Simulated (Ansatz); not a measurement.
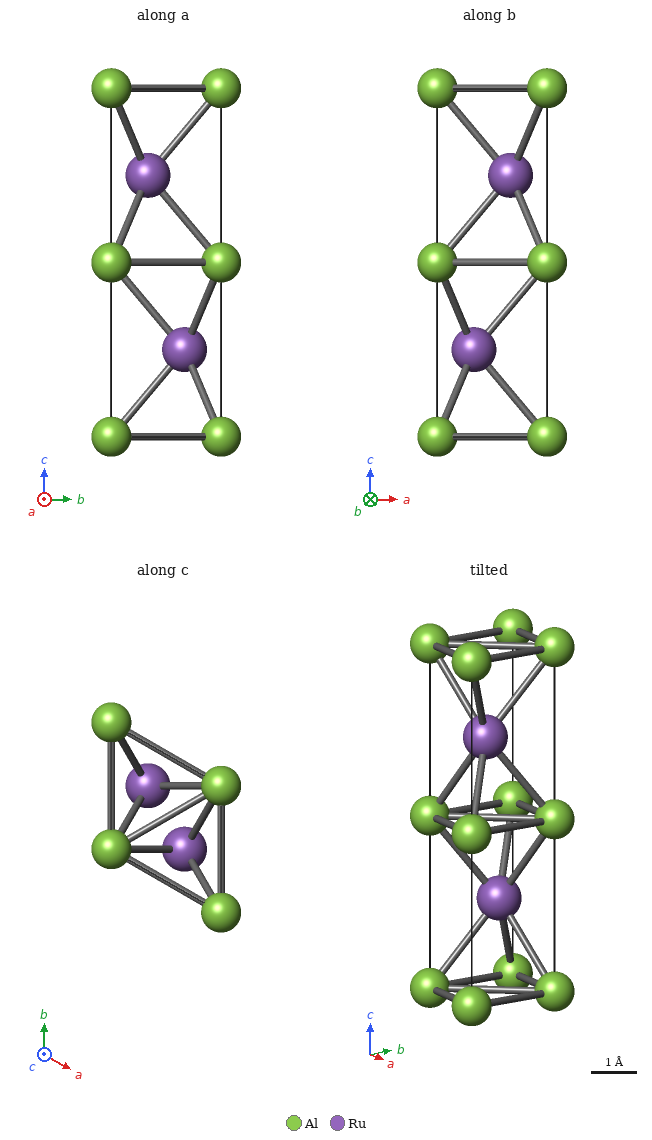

An orthographic ball-and-stick view of the structure, along the a axis, along the b axis, along the c axis and slightly off an axis. The edges of the conventional unit cell are marked.

Lattice parameters: a = 2.877 Å, b = 2.877 Å, c = 7.910 Å, α = 90.00°, β = 90.00°, γ = 120.00°.

**Transcribe the picture into a table of Wyckoff sites.**

Space group P6_3/mmc (No. 194).
```tsv
atom	site	x	y	z
Al	2a	0.0000	0.0000	0.0000
Ru	2c	0.3333	0.6667	0.2500
```

The initial geometry was a structure type filled with these elements by a generator (whether the compound takes this form wasn't checked). What is shown is the relaxed result from Ansatz, DFT PBE, scalar-relativistic, plane waves, PAW.
